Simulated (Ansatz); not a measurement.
# Run report: Hf8H2O17, geometry relaxation (part 1 of 6)

Hf8H2O17 (slab, 27 atoms in the cell), computed with DFT PBE+D3(BJ), scalar-relativistic, plane waves, PAW, no spin polarisation (Ansatz 0.2.0).

The structure derives from a Materials Project entry. The input holds or restrains some coordinates. Forces given for the steps count only the free coordinates. It belongs to a series of runs on one base structure; here: 1 H2O a cell, upright, over a top O site. Figures and captions count atoms from 1; the log counts them from 0 in places.

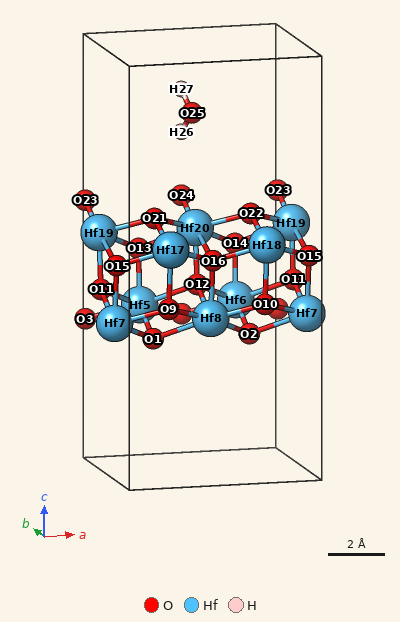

Fig. 1: The input geometry (ball-and-stick view of the cell of the calculation, with the vacuum cut short, seen slightly off an axis; atoms are numbered from 1 in the order of the input). An atom can appear more than once, as a periodic image.

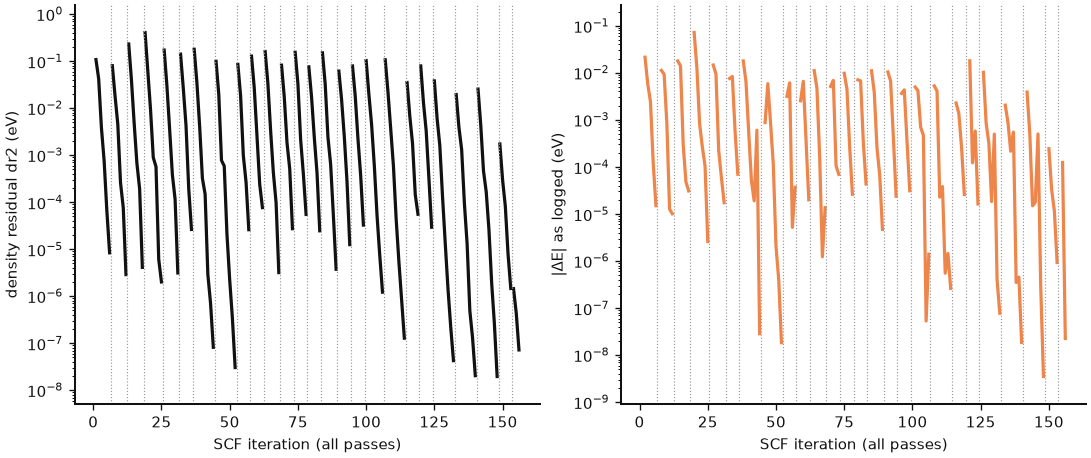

Fig. 2: Convergence of the self-consistent field: density residual dr2 and size of the energy change against the SCF iteration. The dotted lines part the SCF passes of the relaxation: geometry steps, rejected trials and re-solves on a re-selected basis. The 26 passes take 3 to 8 iterations each, 156 in all.

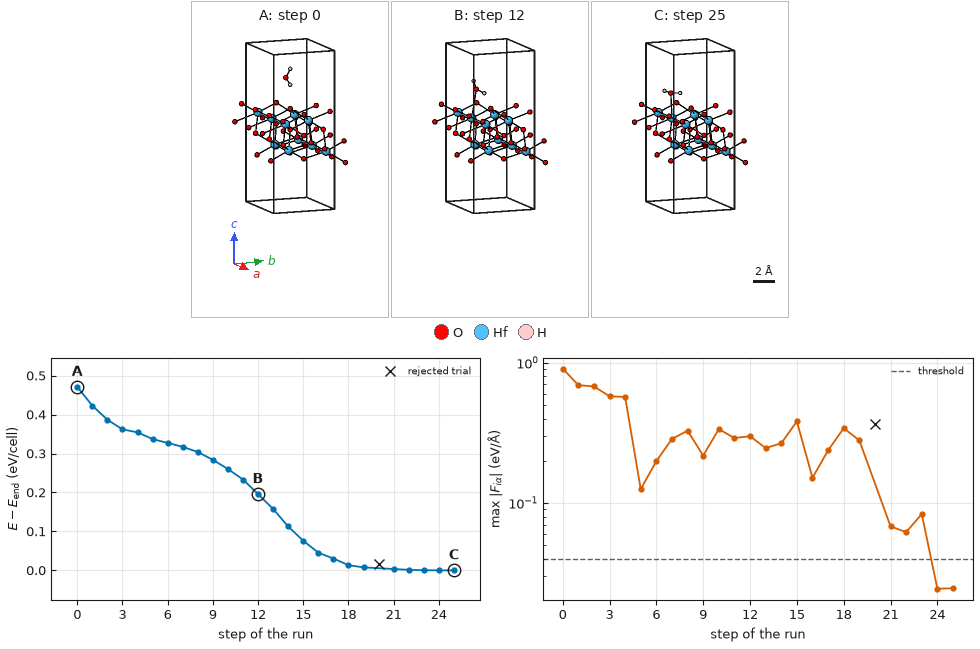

Fig. 3: Frames of the restrained relaxation (ball-and-stick view of the cell of the calculation, with the vacuum cut short (origin shifted), with bonded neighbours outside it, seen slightly off an axis) above the curves, on which the letters mark them (the first geometry is step 0 here and step 1 in the log).

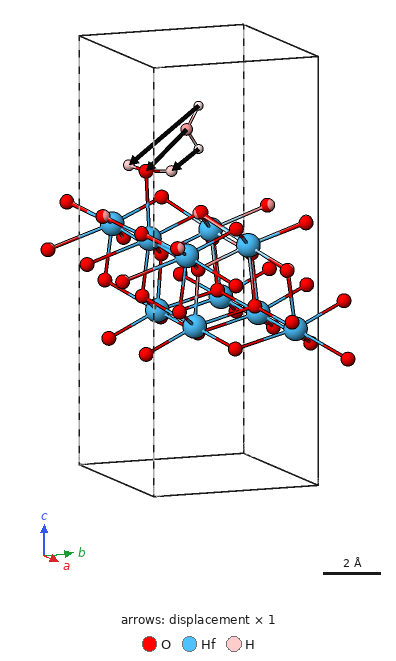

Fig. 4: Start (faint) and end (solid) with the displacements as black arrows, at true length (ball-and-stick view of the cell of the calculation, with the vacuum cut short (origin shifted), with bonded neighbours outside it, seen slightly off an axis). After 25 geometry steps the energy has fallen by 0.471 eV per cell of the calculation. Largest force component: 0.91 eV/Å at the start, 0.025 eV/Å at the end. The line search rejected the trial step at point 20 (counted from 0) and went back. The atom that moves furthest is H27 (3.31 Å). By element the largest moves are H 3.31 Å, O 2.08 Å, Hf 0.05 Å. The cell doesn't change. Among the contacts that change: Hf20–O25 4.171 → 2.428 Å, Hf20–O21 2.144 → 2.226 Å, Hf18–O23 2.341 → 2.415 Å, Hf20–O24 2.078 → 2.148 Å. New bonds form: Hf20–O25 (4.17 → 2.43 Å). Among the angles that change: Hf18–O22–Hf19 110.8° → 114.6°, Hf17–O21–Hf19 110.8° → 113.3°. (Atoms are counted from 1 in the order of the input.)

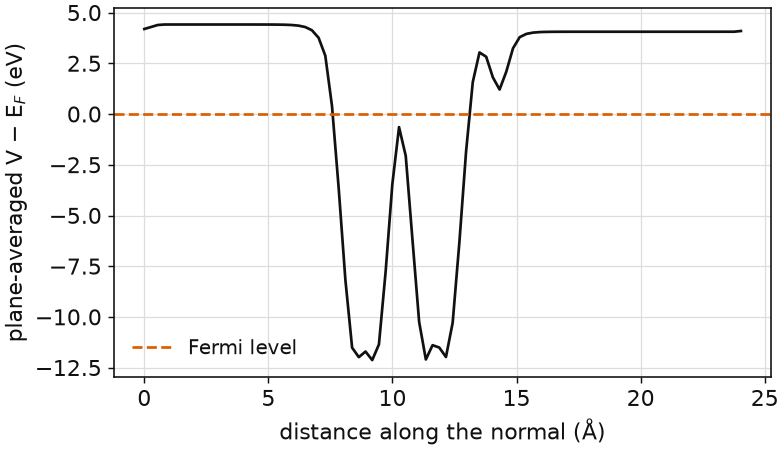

Fig. 5: Plane average of the electrostatic potential energy of an electron across the cell, from the Fermi level. The vacuum level lies 4.07 eV above the Fermi level on the upper side and 4.42 eV on the lower.

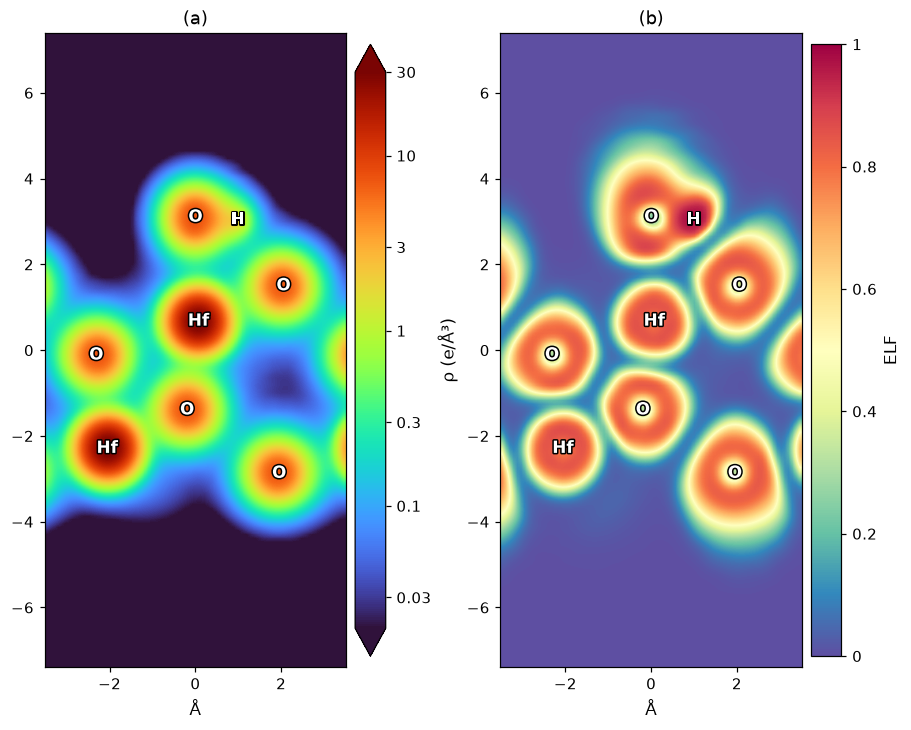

Fig. 6: (a) valence pseudo-density; (b) electron localisation function on the (100) plane of the calculation cell, a cut from vacuum to vacuum. Atoms in the plane: O, Hf and H. O–H (0.99 Å): ρ is about 3.7 e/Å³ halfway; the ELF climbs to about 1 towards the hydrogen, as it does in any bond to H (a covalent bond by its length). Hf–O (2.07 Å): the density is about 0.82 e/Å³ at the midpoint; the ELF peaks at about 0.85 in the valence shell of O, 0.6 Å from its nucleus, and drops to about 0.20 between the two atoms. Hf–O (2.09 Å): ρ at the midpoint is about 0.78 e/Å³; the ELF peaks at about 0.85 in the valence shell of O, 0.6 Å from its nucleus, and drops to about 0.25 between the two atoms. Hf–O (2.15 Å): ρ is about 0.67 e/Å³ halfway; the ELF peaks at about 0.85 in the valence shell of O, 0.6 Å from its nucleus, and drops to about 0.20 between the two atoms. Hf–O (2.19 Å): ρ is about 0.58 e/Å³ halfway; the ELF peaks at about 0.85 in the valence shell of O, 0.6 Å from its nucleus, and drops to about 0.15 between the two atoms. The density dies away to nearly zero in the vacuum. The strong features right at Hf lie inside the PAW spheres (semicore, d or f shells) and say nothing about bonding. In a PAW calculation such maps are meaningful between the atoms, not at the nuclei.

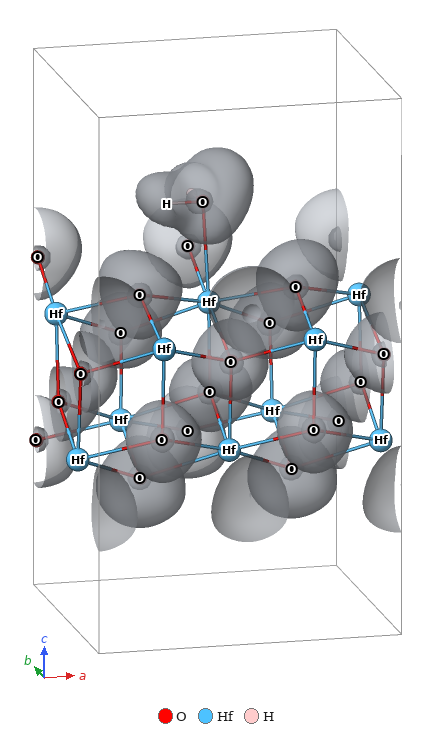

Fig. 7: Isosurface of the electron localisation function at 0.6 (grey), seen slightly off an axis. Only the valence region is drawn (cores and ρ < 0.01 e/Å³ removed). Sticks mark near contacts. Along the contacts the grid gives the following. O–H (0.98 Å): the ELF climbs to about 1 towards the hydrogen (a covalent bond by its length). Hf–O (2.04 Å): the ELF peaks at about 0.85 in the valence shell of O, 0.6 Å from its nucleus, and drops to about 0.25 between the two atoms.

The input and output of the run follow.

### The input
```yaml
crystal:
  lattice:
    - [7.1747300941, 0.0, 0.0]
    - [0.0, 6.3274197381, 0.0]
    - [0.0, 0.0, 24.3093884666]
  atoms:
    - { symbol: O, position: [0.25, 0.5267463581, 0.3290909605] }
    - { symbol: O, position: [0.75, 0.5267463581, 0.3290909605] }
    - { symbol: O, position: [0.0, 0.9554113498, 0.3418703362] }
    - { symbol: O, position: [0.5, 0.9554113498, 0.3418703362] }
    - { symbol: Hf, position: [0.25, 0.8214384719, 0.3658710307] }
    - { symbol: Hf, position: [0.75, 0.8214384719, 0.3658710307] }
    - { symbol: Hf, position: [0.0, 0.3214384719, 0.3658710307] }
    - { symbol: Hf, position: [0.5, 0.3214384719, 0.3658710307] }
    - { symbol: O, position: [0.25, 0.187465594, 0.3898717252] }
    - { symbol: O, position: [0.75, 0.187465594, 0.3898717252] }
    - { symbol: O, position: [0.0, 0.6161305857, 0.4026511009] }
    - { symbol: O, position: [0.5, 0.6161305857, 0.4026511009] }
    - { symbol: O, position: [0.25, 0.8434514575, 0.449559826] }
    - { symbol: O, position: [0.75, 0.8434514575, 0.449559826] }
    - { symbol: O, position: [0.0, 0.2767261973, 0.4552310178] }
    - { symbol: O, position: [0.5, 0.2767261973, 0.4552310178] }
    - { symbol: Hf, position: [0.25, 0.1442602962, 0.4816013792] }
    - { symbol: Hf, position: [0.75, 0.1442602962, 0.4816013792] }
    - { symbol: Hf, position: [0.0, 0.657622323, 0.4864007515] }
    - { symbol: Hf, position: [0.5, 0.657622323, 0.4864007515] }
    - { symbol: O, position: [0.25, 0.4994792102, 0.5116826298] }
    - { symbol: O, position: [0.75, 0.4994792102, 0.5116826298] }
    - { symbol: O, position: [0.0, 0.958934134, 0.5203859025] }
    - { symbol: O, position: [0.5, 0.958934134, 0.5203859025] }
    - { symbol: O, position: [0.5336605173, 0.8710670236, 0.6484434226] }
    - { symbol: H, position: [0.5, 0.958934134, 0.6162336448] }
    - { symbol: H, position: [0.5, 0.958934134, 0.6806573139] }
basis:
  ecutwfc: 420
kpoints:
  mp_grid: { grid: [2, 3, 1] }
hamiltonian:
  xc: pbe
  dispersion: d3bj
scf:
  occupations: { method: gaussian, width: 0.05 }
output:
  forces: true
  eigenvalues: true
  write_density: true
  write_potential: true
  elf: true
  volumetric_format: npy
relax:
  adjacent_minimum: "off"
  f_tol: 0.04
  max_steps: 100
  constraints: [{ sites: [0, 1, 2, 3, 4, 5, 6, 7, 8, 9, 10, 11] }]
efield:
  axis: 3
  dipole_correction: true
  ramp_width: 0.04
```

Launched with:
```bash
ansatz run input.yaml --threads 4 --pin off --max-ram 10240MiB --backend cpu --events-out ev --progress --plain --runs-dir out
```

### Output
```
Engine: ansatz 0.2.0, aarch64-unknown-linux-gnu
Pseudopotentials: kind: paw
Pseudopotential: O, paw, valence charge 6, recommended cutoff 420 eV (normal), O.paw.azcp
Pseudopotential: Hf, paw, valence charge 26, recommended cutoff 420 eV (normal), Hf.paw.azcp
Pseudopotential: H, paw, valence charge 1, recommended cutoff 420 eV (normal), H.paw.azcp
Functional definition: PBE
  parameter kappa = 0.804
  parameter beta = 0.06672455060314922
  exchange = pbe_x(kappa = kappa, mu = beta*pi^2/3)
  correlation = pbe_c(beta = beta)
Crystal: 27 atoms, lattice volume = 1103.586 Å³
Basis set: ecut = 420 eV, 21535 PW (Γ), exchange–correlation on 96×90×360 points (8 copies of the dense FFT grid, shifted against one another)
Bands: 188, of which v1, the nominal top of the filled ones, is band 156 counted from 1 (155 counted from 0)
Symmetry: 1 space group operations
Space group: P1 (ITA 1), of the structure as read, at distance tolerance 1.0e-4 Å
k-points: 4 of 6 (time reversal used)
Non-local potential: O, projectors of the file, l = 0: 2, l = 1: 2, l = 2: 1
Non-local potential: Hf, projectors of the file, l = 0: 3, l = 1: 2, l = 2: 2, l = 3: 3
Non-local potential: H, projectors of the file, l = 0: 2, l = 1: 1
PAW form: soft (Blöchl's): semilocal exchange-correlation on the pseudo side does not see the compensation charge
PAW one-centre angular grid: O, 110 points (default); XC on 64 Gauss nodes
PAW one-centre angular grid: Hf, 590 points (default); XC on 64 Gauss nodes
PAW one-centre angular grid: H, 110 points (default); XC on 64 Gauss nodes
Initial density: superposition of atomic densities (neutral atoms: chi_scale 0, normalization atom), corrected by the library's trained network
Initial wavefunctions: pseudopotential atomic-orbital guess
Functional: x = pbe(κ = 0.804, μ = 0.2195149727645171), c = pbe(β = 0.06672455060314922)
SCF iter   1: F=—  HF=-135488.828619 eV  |F-HF|=—  |Δ(HF+E_count)|=         —  Δρ=2.79e-3  dr2=1.08e-1  ethr=1.77e-3  p=0.005 e·Å  D=7.54e-4 V/Å  ΔV_dip=-0.02 eV  dr2_dipole=4.48e-3  V_vac-E_F(+/−)=4.55/4.57 eV  ⟨swp⟩=7.2  Hψ=2901  notcnv=0  defer=15
efield: sawtooth ramp at fractional position 0.9849 (placed from the atoms, in the widest stretch of the axis that holds none; the zero of the levels goes with the place), width 0.0400; the density the first Hamiltonian is built on has a dipole p = 0.005 e·Å; the dipole correction subtracts the counter field D = 7.54e-4 V/Å, which shifts the + side's vacuum level by -0.02 eV against the − side's; the planar-averaged density in the ramp window peaks in size at 1.6e-5 e/Å³
preconditioner: auto → Resta (q_TF=auto, 2.210 Å⁻¹)  ε∞=2.2  [insulator: Δε(μ)=3.855 eV  Ē_g=17.289 eV  σ=0.050 eV  W_gap=1.00  n_scr=204 (ndim 8)  ℏωp=19.2 eV  f_vac=0.696  D(μ)=0.00/eV (n_scr^D=0)  ε∞_Penn≈2.2  vacuum switching on, ρ_ref=2.2e-2 e/Å³]
SCF iter   2: F=—  HF=-135488.850031 eV  |F-HF|=—  |Δ(HF+E_count)|=   2.14e-2  Δρ=2.23e-3  dr2=4.20e-2  ethr=3.46e-5  p=-0.059 e·Å  D=-9.65e-3 V/Å  ΔV_dip=0.23 eV  dr2_dipole=3.92e-4  V_vac-E_F(+/−)=4.68/4.45 eV  ⟨swp⟩=3.0  Hψ=1506  notcnv=0  defer=108
SCF iter   3: F=—  HF=-135488.844229 eV  |F-HF|=—  |Δ(HF+E_count)|=   5.80e-3  Δρ=7.15e-4  dr2=3.85e-3  ethr=1.35e-5  p=-0.049 e·Å  D=-8.08e-3 V/Å  ΔV_dip=0.20 eV  dr2_dipole=8.39e-6  V_vac-E_F(+/−)=4.66/4.47 eV  ⟨swp⟩=2.0  Hψ=1106  notcnv=0  defer=108
SCF iter   4: F=—  HF=-135488.846652 eV  |F-HF|=—  |Δ(HF+E_count)|=   2.42e-3  Δρ=2.80e-4  dr2=7.54e-4  ethr=1.23e-6  p=-0.054 e·Å  D=-8.82e-3 V/Å  ΔV_dip=0.21 eV  dr2_dipole=2.35e-5  V_vac-E_F(+/−)=4.66/4.44 eV  ⟨swp⟩=3.0  Hψ=1225  notcnv=0  defer=108
SCF iter   5: F=—  HF=-135488.846775 eV  |F-HF|=—  |Δ(HF+E_count)|=   1.23e-4  Δρ=8.06e-5  dr2=6.43e-5  ethr=2.42e-7  p=-0.059 e·Å  D=-9.65e-3 V/Å  ΔV_dip=0.23 eV  dr2_dipole=4.79e-7  V_vac-E_F(+/−)=4.67/4.43 eV  ⟨swp⟩=3.0  Hψ=1157  notcnv=0  defer=108
SCF iter   6: F=-135488.846795 eV  HF=-135488.846790 eV  |F-HF|=5.29e-6  |Δ(HF+E_count)|=   1.50e-5  Δρ=3.50e-5  dr2=8.37e-6  ethr=1.28e-8  p=-0.059 e·Å  D=-9.64e-3 V/Å  ΔV_dip=0.23 eV  dr2_dipole=2.37e-10  V_vac-E_F(+/−)=4.66/4.43 eV  ⟨swp⟩=24.2  Hψ=9135  notcnv=0
SCF 1 converged in 6 iterations: F = -135488.846795 eV  dr2 = 8.37e-6
  greatest PAW one-centre occupation: 0.999 electrons in one spin orbital (limit 2), on the Hf atom at site 17 (counted from 0), in its partial waves of l = 0
relax step   1: F+E_penalty+E_count = -135488.84679524 eV  Δ(F+E_penalty+E_count) = +0.000e0 eV  max|allowed force component| = 9.089e-1 eV/Å  Δτ_max = 0.0000 Å  (6 SCF iters, dr2 threshold 4.00e-5 eV, accepted)
Initial density: handed on by an earlier stage of this run
Initial wavefunctions: those handed on with the density
iter 1 solved again at ethr=2.59e-5 eV; its pass at ethr=3.10e-3 eV (dr2=8.08e-2 eV) is discarded
SCF iter   1: F=—  HF=-135488.875432 eV  |F-HF|=—  |Δ(HF+E_count)|=         —  Δρ=4.72e-3  dr2=7.99e-2  ethr=2.59e-5  p=-0.059 e·Å  D=-9.64e-3 V/Å  ΔV_dip=0.23 eV  dr2_dipole=7.35e-5  V_vac-E_F(+/−)=4.66/4.42 eV  ⟨swp⟩=2.0  Hψ=2946  notcnv=0  defer=62
efield: sawtooth ramp at fractional position 0.9849 (handed on by an earlier solve), width 0.0400; the density the first Hamiltonian is built on has a dipole p = -0.059 e·Å; the dipole correction subtracts the counter field D = -9.64e-3 V/Å, which shifts the + side's vacuum level by +0.23 eV against the − side's; the planar-averaged density in the ramp window peaks in size at 3.5e-6 e/Å³
preconditioner: auto → Resta (q_TF=auto, 2.210 Å⁻¹)  ε∞=2.2  [insulator: Δε(μ)=3.814 eV  Ē_g=17.295 eV  σ=0.050 eV  W_gap=1.00  n_scr=204 (ndim 8)  ℏωp=19.2 eV  f_vac=0.697  D(μ)=0.00/eV (n_scr^D=0)  ε∞_Penn≈2.2  vacuum switching on, ρ_ref=2.2e-2 e/Å³]
SCF iter   2: F=—  HF=-135488.886589 eV  |F-HF|=—  |Δ(HF+E_count)|=   1.12e-2  Δρ=2.41e-3  dr2=1.81e-2  ethr=2.56e-5  p=-0.077 e·Å  D=-1.27e-2 V/Å  ΔV_dip=0.31 eV  dr2_dipole=1.10e-4  V_vac-E_F(+/−)=4.73/4.42 eV  ⟨swp⟩=3.0  Hψ=1209  notcnv=0  defer=62
SCF iter   3: F=—  HF=-135488.895912 eV  |F-HF|=—  |Δ(HF+E_count)|=   9.32e-3  Δρ=7.35e-4  dr2=4.58e-3  ethr=5.80e-6  p=-0.115 e·Å  D=-1.88e-2 V/Å  ΔV_dip=0.46 eV  dr2_dipole=2.59e-5  V_vac-E_F(+/−)=4.87/4.42 eV  ⟨swp⟩=3.0  Hψ=1443  notcnv=0  defer=68
SCF iter   4: F=—  HF=-135488.895060 eV  |F-HF|=—  |Δ(HF+E_count)|=   8.53e-4  Δρ=1.72e-4  dr2=2.59e-4  ethr=1.47e-6  p=-0.114 e·Å  D=-1.87e-2 V/Å  ΔV_dip=0.45 eV  dr2_dipole=4.93e-6  V_vac-E_F(+/−)=4.88/4.42 eV  ⟨swp⟩=3.0  Hψ=1320  notcnv=0  defer=72
SCF iter   5: F=—  HF=-135488.895072 eV  |F-HF|=—  |Δ(HF+E_count)|=   1.26e-5  Δρ=8.43e-5  dr2=7.72e-5  ethr=8.30e-8  p=-0.117 e·Å  D=-1.92e-2 V/Å  ΔV_dip=0.47 eV  dr2_dipole=1.20e-6  V_vac-E_F(+/−)=4.89/4.42 eV  ⟨swp⟩=2.8  Hψ=1259  notcnv=0  defer=72
SCF iter   6: F=-135488.895063 eV  HF=-135488.895062 eV  |F-HF|=1.39e-6  |Δ(HF+E_count)|=   1.01e-5  Δρ=1.84e-5  dr2=2.88e-6  ethr=1.65e-8  p=-0.117 e·Å  D=-1.92e-2 V/Å  ΔV_dip=0.47 eV  dr2_dipole=1.61e-8  V_vac-E_F(+/−)=4.89/4.42 eV  ⟨swp⟩=23.0  Hψ=8847  notcnv=0
SCF 2 converged in 6 iterations: F = -135488.895063 eV  dr2 = 2.88e-6
  greatest PAW one-centre occupation: 0.999 electrons in one spin orbital (limit 2), on the Hf atom at site 16 (counted from 0), in its partial waves of l = 0
```
